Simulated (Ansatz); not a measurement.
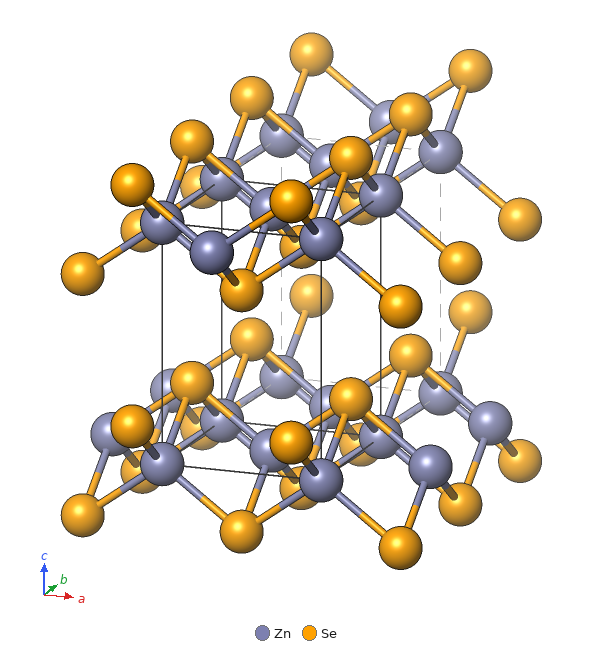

The figure gives a ball-and-stick picture of the atoms, viewed slightly off an axis. Shown are 1×2×1 repeats of the conventional unit cell, one of them outlined in solid lines. The bonded neighbours beyond the faces are included. Cell: a = 4.108 Å, b = 4.108 Å, c = 6.070 Å, α = 90.00°, β = 90.00°, γ = 90.00°.

- The solid is ZnSe.
- The lattice is primitive tetragonal and the space group P4/nmm (No. 129).
- There are 4 atoms in the cell: 2 Zn, 2 Se.
- The coordination shell of Zn holds four Se in a tetrahedral arrangement at about 2.5 Å. The Se atoms are each bonded to four Zn at about 2.5 Å.
- The bonds build ZnSe layers parallel to (001).

Provenance: a structure listed in the Materials Project. Earlier steps of the study may have refined or changed the cell and positions. A calculation with Ansatz used it as input.
